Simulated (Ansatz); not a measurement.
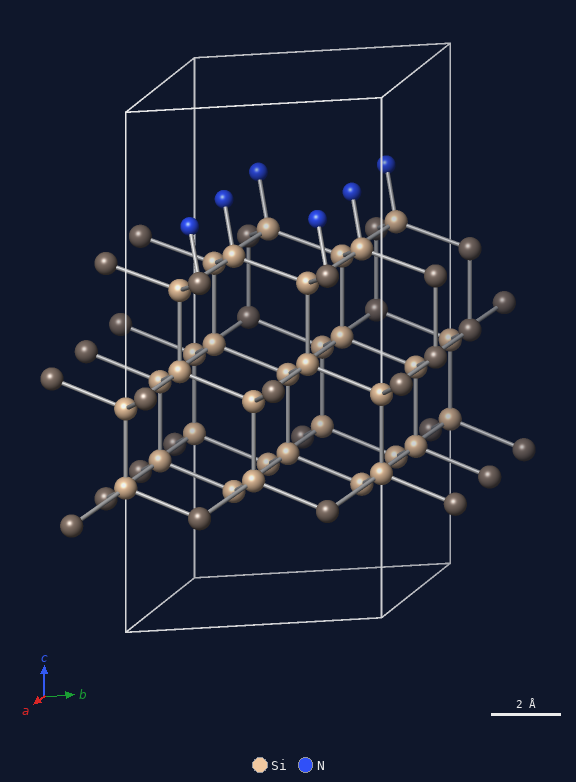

**Figure 1.** The starting structure (ball-and-stick view of the 2 × 2 repeat of the cell, with the vacuum cut short, seen slightly off an axis; neighbours outside the cell are drawn fainter). An atom can appear more than once, as a periodic image.

Run report: Si$_{6}$N, geometry relaxation (part 1 of 3)

- system: Si$_{6}$N (slab, 7 atoms in the cell)
- method: DFT PBEsol, scalar-relativistic, plane waves, PAW, spin-polarised (Ansatz 0.2.0)

The structure derives from an entry of the Crystallography Open Database. The input holds or restrains some coordinates. Forces given for the steps count only the free coordinates. It belongs to a series of runs on one base structure; here: N put at a bridge Si-Si site.

**Input file**
```yaml
crystal:
  lattice:
    - [3.8417168278, 0.0, 0.0]
    - [-1.9208584139, 3.327024367, 0.0]
    - [0.0, 0.0, 26.0576844733]
  atoms:
    - { symbol: Si, position: [0.3333333333, 0.6666666667, 0.3261993601] }
    - { symbol: Si, position: [0.0, 0.0, 0.3562936366] }
    - { symbol: Si, position: [0.0, 0.0, 0.4465764664] }
    - { symbol: Si, position: [0.6666666667, 0.3333333333, 0.4759187077] }
    - { symbol: Si, position: [0.6666666667, 0.3333333333, 0.5684832977] }
    - { symbol: Si, position: [0.3333333333, 0.6666666667, 0.5943515468] }
    - { symbol: "N", position: [0.0, 0.5, 0.6503810839], spin: 3.0 }
basis:
  ecutwfc: 420
kpoints:
  mp_grid: { grid: [9, 9, 1] }
hamiltonian:
  xc: pbesol
scf:
  occupations: { method: gaussian, width: 0.05 }
output:
  forces: true
  eigenvalues: true
  populations: true
  write_density: true
  write_potential: true
  elf: true
  volumetric_format: npy
magnetization:
  spin_polarized: true
relax:
  adjacent_minimum: "off"
  f_tol: 0.03
  max_steps: 70
  constraints: [{ sites: [0, 1, 2] }]
efield:
  axis: 3
  dipole_correction: true
  ramp_width: 0.04
```

Hardware: 1 thread of Intel Xeon @ 2.70GHz, 189 GiB of memory available, shared host.

Launched with:
```bash
ansatz run input.yaml --threads 1 --pin off --max-ram 2560MiB --backend cpu --events-out ev --progress --plain --runs-dir out
```

**The program's output**
```
Engine: ansatz 0.2.0, x86_64-unknown-linux-gnu
Pseudopotentials: kind: paw
Pseudopotential: Si, paw, valence charge 4, recommended cutoff 420 eV (normal), Si.paw.azcp
Pseudopotential: N, paw, valence charge 5, recommended cutoff 420 eV (normal), N.paw.azcp
Functional definition: PBEsol
  exchange = pbesol_x
  correlation = pbesol_c
Crystal: 7 atoms, lattice volume = 333.056 Å³
Basis set: ecut = 420 eV, 6519 PW (Γ), exchange–correlation on 54×54×360 points (8 copies of the dense FFT grid, shifted against one another)
Bands: 23, of which v1, the nominal top of the filled ones, is band 15 counted from 1 (14 counted from 0)
Symmetry: 2 space group operations
k-points: 25 of 81 (time reversal used)
Non-local potential: Si, projectors of the file, l = 0: 2, l = 1: 2, l = 2: 2
Non-local potential: N, projectors of the file, l = 0: 2, l = 1: 2, l = 2: 1
PAW form: soft (Blöchl's): semilocal exchange-correlation on the pseudo side does not see the compensation charge
PAW frozen core: Si, regenerated for the run's functional, and the local potential with it (the file was generated under x = pbe(κ = 0.804, μ = 0.2195149727645171), c = pbe(β = 0.06672455060314922))
PAW frozen core: N, regenerated for the run's functional, and the local potential with it (the file was generated under x = pbe(κ = 0.804, μ = 0.2195149727645171), c = pbe(β = 0.06672455060314922))
PAW one-centre angular grid: Si, 110 points (default); XC on 64 Gauss nodes
PAW one-centre angular grid: N, 110 points (default); XC on 64 Gauss nodes
Initial density: superposition of atomic densities (neutral atoms: chi_scale 0, normalization atom)
Starting moments: Σ|m| = 3 μB on 1 of 7 sites
Initial wavefunctions: pseudopotential atomic-orbital guess
Functional: x = pbesol(κ = 0.804, μ = 0.12345679012345678), c = pbesol(β = 0.046)
SCF iter   1: F=—  HF=-4102.683430 eV  |F-HF|=—  |Δ(HF+E_count)|=         —  Δρ=3.76e-2 (↑1.77e-2 ↓3.76e-2)  dr2=1.99e1  dr2_m=1.51e0  M=1.033 μB ∫|m|=1.689 μB  β_m=0.30  ethr=3.10e-3  p=-0.000 e·Å  D=-2.15e-8 V/Å  ΔV_dip=0.00 eV  dr2_dipole=9.16e0  V_vac-E_F(+/−)=6.50/6.50 eV  ⟨swp⟩=10.5  Hψ=8554  notcnv=0
efield: sawtooth ramp at fractional position 0.9683 (placed from the atoms, in the widest stretch of the axis that holds none; the zero of the levels goes with the place), width 0.0400; the density the first Hamiltonian is built on has a dipole p = -0.000 e·Å; the dipole correction subtracts the counter field D = -2.15e-8 V/Å, which shifts the + side's vacuum level by +0.00 eV against the − side's; the planar-averaged density in the ramp window peaks in size at 4.9e-8 e/Å³
preconditioner: auto → LDOS  [metal: Δε(μ)=0.019 eV  Ē_g=8.087 eV  σ=0.050 eV  W_gap=0.22  n_scr=14 (ndim 8)  ℏωp=10.8 eV  f_vac=0.531  D(μ)=3.30/eV (n_scr^D=10)]
spin=Collinear: LDOS preconditioning applied to the charge; magnetization (m = ρ↑ − ρ↓) channel mixes plain (no charge-response kernel on spin).
SCF iter   2: F=—  HF=-4102.838609 eV  |F-HF|=—  |Δ(HF+E_count)|=   1.55e-1  Δρ=2.99e-2 (↑1.22e-2 ↓2.99e-2)  dr2=1.97e1  dr2_m=8.55e-1  M=1.001 μB ∫|m|=1.529 μB  β_m=0.30  ethr=3.10e-3  p=-0.024 e·Å  D=-1.32e-2 V/Å  ΔV_dip=0.34 eV  dr2_dipole=9.84e0  V_vac-E_F(+/−)=6.55/6.21 eV  ⟨swp⟩=2.5  Hψ=2037  notcnv=0  defer=23  κ⁻¹=1.0e0(r=1)
preconditioner: auto → none  [insulator: Δε(μ)=0.067 eV  Ē_g=7.993 eV  σ=0.050 eV  W_gap=0.66  n_scr=14 (ndim 8)  ℏωp=10.8 eV  f_vac=0.533  D(μ)=2.08/eV (n_scr^D=8)  ε∞_Penn≈2.8]
SCF iter   3: F=—  HF=-4211.629662 eV  |F-HF|=—  |Δ(HF+E_count)|=    1.09e2  Δρ=9.99e-2 (↑9.99e-2 ↓6.64e-2)  dr2=3.56e3  dr2_m=1.47e0  M=0.508 μB ∫|m|=0.855 μB  β_m=0.30  ethr=3.10e-3  p=-1.735 e·Å  D=-9.43e-1 V/Å  ΔV_dip=24.56 eV  dr2_dipole=2.56e3  V_vac-E_F(+/−)=20.97/-3.59 eV  ⟨swp⟩=20.0  Hψ=17093  notcnv=0  defer=161  κ⁻¹=4.4e-5(r=2)
SCF iter   4: F=—  HF=-4104.841585 eV  |F-HF|=—  |Δ(HF+E_count)|=    1.07e2  Δρ=3.44e-2 (↑3.44e-2 ↓1.62e-2)  dr2=6.34e1  dr2_m=3.48e-1  M=0.927 μB ∫|m|=1.138 μB  β_m=0.30  ethr=3.10e-3  p=-0.094 e·Å  D=-5.13e-2 V/Å  ΔV_dip=1.34 eV  dr2_dipole=2.15e1  V_vac-E_F(+/−)=8.87/7.52 eV  ⟨swp⟩=10.7  Hψ=9033  notcnv=0  defer=146  κ⁻¹=2.5e-5(r=3)
SCF iter   5: F=—  HF=-4102.510129 eV  |F-HF|=—  |Δ(HF+E_count)|=    2.33e0  Δρ=1.01e-2 (↑1.01e-2 ↓7.75e-3)  dr2=5.67e0  dr2_m=9.84e-2  M=1.164 μB ∫|m|=1.489 μB  β_m=1.00  ethr=3.10e-3  p=-0.082 e·Å  D=-4.48e-2 V/Å  ΔV_dip=1.17 eV  dr2_dipole=2.63e0  V_vac-E_F(+/−)=7.58/6.40 eV  ⟨swp⟩=6.7  Hψ=3676  notcnv=0  defer=131  κ⁻¹=1.5e-5(r=4)
SCF iter   6: F=—  HF=-4102.458956 eV  |F-HF|=—  |Δ(HF+E_count)|=   5.12e-2  Δρ=3.69e-3 (↑3.38e-3 ↓3.69e-3)  dr2=5.73e-1  dr2_m=6.72e-3  M=1.101 μB ∫|m|=1.630 μB  β_m=0.30  ethr=3.10e-3  p=-0.100 e·Å  D=-5.44e-2 V/Å  ΔV_dip=1.42 eV  dr2_dipole=2.08e-1  V_vac-E_F(+/−)=7.32/5.90 eV  ⟨swp⟩=2.7  Hψ=1864  notcnv=0  defer=124  κ⁻¹=1.4e-6(r=5)
SCF iter   7: F=—  HF=-4102.461598 eV  |F-HF|=—  |Δ(HF+E_count)|=   2.64e-3  Δρ=2.28e-3 (↑2.28e-3 ↓1.88e-3)  dr2=5.26e-2  dr2_m=8.67e-3  M=1.035 μB ∫|m|=1.656 μB  β_m=1.20  ethr=1.98e-3  p=-0.119 e·Å  D=-6.45e-2 V/Å  ΔV_dip=1.68 eV  dr2_dipole=2.85e-2  V_vac-E_F(+/−)=7.22/5.54 eV  ⟨swp⟩=2.3  Hψ=1199  notcnv=0  defer=119
Mixer restart at iter 7: flushing history
spin-set hold released at iteration 7 (site moments contracting): the magnetisation degrees of freedom join the quasi-Newton model from the next iteration; the mixer history was flushed
SCF iter   8: F=—  HF=-4102.833485 eV  |F-HF|=—  |Δ(HF+E_count)|=   3.72e-1  Δρ=1.05e-2 (↑1.05e-2 ↓6.66e-3)  dr2=1.55e1  dr2_m=3.40e-2  M=0.908 μB ∫|m|=1.426 μB  β_m=1.20  ethr=1.81e-4  p=-0.216 e·Å  D=-1.17e-1 V/Å  ΔV_dip=3.06 eV  dr2_dipole=8.17e0  V_vac-E_F(+/−)=7.77/4.72 eV  ⟨swp⟩=9.0  Hψ=3447  notcnv=0  defer=135  κ⁻¹=1.0e0(r=1)
density mixer auto → broyden: no gap read (density of states about μ 0.77 of a free-electron gas's, 14 screened modes)
SCF iter   9: F=—  HF=-4102.487987 eV  |F-HF|=—  |Δ(HF+E_count)|=   3.45e-1  Δρ=1.62e-3 (↑1.62e-3 ↓1.23e-3)  dr2=1.04e-1  dr2_m=1.92e-3  M=0.975 μB ∫|m|=1.796 μB  β_m=1.20  ethr=1.81e-4  p=-0.134 e·Å  D=-7.30e-2 V/Å  ΔV_dip=1.90 eV  dr2_dipole=4.81e-2  V_vac-E_F(+/−)=7.22/5.32 eV  ⟨swp⟩=7.8  Hψ=3124  notcnv=0  defer=141  κ⁻¹=5.8e-4(r=2)
SCF iter  10: F=—  HF=-4102.489368 eV  |F-HF|=—  |Δ(HF+E_count)|=   1.38e-3  Δρ=1.22e-3 (↑1.22e-3 ↓1.12e-3)  dr2=1.46e-2  dr2_m=2.44e-3  M=0.980 μB ∫|m|=1.873 μB  β_m=1.20  ethr=1.81e-4  p=-0.141 e·Å  D=-7.66e-2 V/Å  ΔV_dip=2.00 eV  dr2_dipole=5.80e-3  V_vac-E_F(+/−)=7.29/5.30 eV  ⟨swp⟩=3.0  Hψ=1430  notcnv=0  defer=120  κ⁻¹=7.3e-5(r=3)
SCF iter  11: F=—  HF=-4102.498580 eV  |F-HF|=—  |Δ(HF+E_count)|=   9.21e-3  Δρ=1.33e-3 (↑7.71e-4 ↓1.33e-3)  dr2=1.61e-2  dr2_m=1.83e-3  M=0.947 μB ∫|m|=2.024 μB  β_m=1.20  ethr=5.04e-5  p=-0.152 e·Å  D=-8.23e-2 V/Å  ΔV_dip=2.15 eV  dr2_dipole=3.97e-3  V_vac-E_F(+/−)=7.29/5.14 eV  ⟨swp⟩=2.9  Hψ=1988  notcnv=0  defer=117  κ⁻¹=2.0e-5(r=4)
SCF iter  12: F=—  HF=-4102.502800 eV  |F-HF|=—  |Δ(HF+E_count)|=   4.22e-3  Δρ=9.41e-4 (↑6.64e-4 ↓9.41e-4)  dr2=7.66e-3  dr2_m=7.31e-4  M=0.913 μB ∫|m|=2.113 μB  β_m=1.20  ethr=5.04e-5  p=-0.153 e·Å  D=-8.29e-2 V/Å  ΔV_dip=2.16 eV  dr2_dipole=1.22e-3  V_vac-E_F(+/−)=7.26/5.10 eV  ⟨swp⟩=1.7  Hψ=1244  notcnv=0  defer=116  κ⁻¹=1.1e-5(r=5)
SCF iter  13: F=—  HF=-4102.506591 eV  |F-HF|=—  |Δ(HF+E_count)|=   3.79e-3  Δρ=3.79e-4 (↑3.51e-4 ↓3.79e-4)  dr2=1.06e-3  dr2_m=4.64e-5  M=0.848 μB ∫|m|=2.210 μB  β_m=1.20  ethr=2.64e-5  p=-0.155 e·Å  D=-8.43e-2 V/Å  ΔV_dip=2.20 eV  dr2_dipole=8.14e-5  V_vac-E_F(+/−)=7.21/5.02 eV  ⟨swp⟩=3.1  Hψ=2021  notcnv=0  defer=118  κ⁻¹=7.0e-6(r=6)
SCF iter  14: F=—  HF=-4102.507582 eV  |F-HF|=—  |Δ(HF+E_count)|=   9.91e-4  Δρ=2.53e-4 (↑1.18e-4 ↓2.53e-4)  dr2=1.70e-3  dr2_m=3.14e-5  M=0.820 μB ∫|m|=2.218 μB  β_m=1.20  ethr=3.66e-6  p=-0.158 e·Å  D=-8.57e-2 V/Å  ΔV_dip=2.23 eV  dr2_dipole=6.24e-4  V_vac-E_F(+/−)=7.22/4.99 eV  ⟨swp⟩=2.3  Hψ=1948  notcnv=0  defer=116  κ⁻¹=2.6e-6(r=7)
SCF iter  15: F=—  HF=-4102.507771 eV  |F-HF|=—  |Δ(HF+E_count)|=   1.89e-4  Δρ=1.12e-4 (↑1.12e-4 ↓7.21e-5)  dr2=9.65e-5  dr2_m=1.59e-5  M=0.799 μB ∫|m|=2.244 μB  β_m=1.20  ethr=3.66e-6  p=-0.159 e·Å  D=-8.63e-2 V/Å  ΔV_dip=2.25 eV  dr2_dipole=3.14e-5  V_vac-E_F(+/−)=7.21/4.96 eV  ⟨swp⟩=2.6  Hψ=1668  notcnv=0  defer=116  κ⁻¹=6.1e-7(r=8)
SCF iter  16: F=—  HF=-4102.507851 eV  |F-HF|=—  |Δ(HF+E_count)|=   8.05e-5  Δρ=3.23e-5 (↑3.23e-5 ↓3.05e-5)  dr2=2.18e-5  dr2_m=1.58e-6  M=0.809 μB ∫|m|=2.231 μB  β_m=1.20  ethr=7.76e-8  p=-0.159 e·Å  D=-8.63e-2 V/Å  ΔV_dip=2.25 eV  dr2_dipole=5.34e-6  V_vac-E_F(+/−)=7.21/4.96 eV  ⟨swp⟩=27.4  Hψ=16987  notcnv=0  κ⁻¹=2.3e-7(r=8)
SCF iter  17: F=-4102.507867 eV  HF=-4102.507864 eV  |F-HF|=2.64e-6  |Δ(HF+E_count)|=   1.30e-5  Δρ=1.78e-5 (↑1.78e-5 ↓1.70e-5)  dr2=2.50e-6  dr2_m=6.19e-7  M=0.813 μB ∫|m|=2.230 μB  ethr=7.52e-8  p=-0.159 e·Å  D=-8.63e-2 V/Å  ΔV_dip=2.25 eV  dr2_dipole=3.73e-7  V_vac-E_F(+/−)=7.21/4.96 eV  ⟨swp⟩=15.2  Hψ=10645  notcnv=0
SCF 1 converged in 17 iterations: F = -4102.507867 eV  dr2 = 2.50e-6
  greatest PAW one-centre occupation: 0.844 electrons in one spin orbital (limit 2), on the N atom at site 6 (counted from 0), in its partial waves of l = 0
relax step   1: F+E_penalty+E_count = -4102.50786668 eV  Δ(F+E_penalty+E_count) = +0.000e0 eV  max|allowed force component| = 2.374e0 eV/Å  Δτ_max = 0.0000 Å  (17 SCF iters, dr2 threshold 2.25e-5 eV, accepted)
Initial density: handed on by an earlier stage of this run
Starting moments: Σ|m| = 3 μB on 1 of 7 sites; this step starts from the density that it was given
Initial wavefunctions: those handed on with the density
iter 1 solved again at ethr=1.12e-3 eV; its pass at ethr=3.10e-3 eV (dr2=3.25e-1 eV) is discarded
```
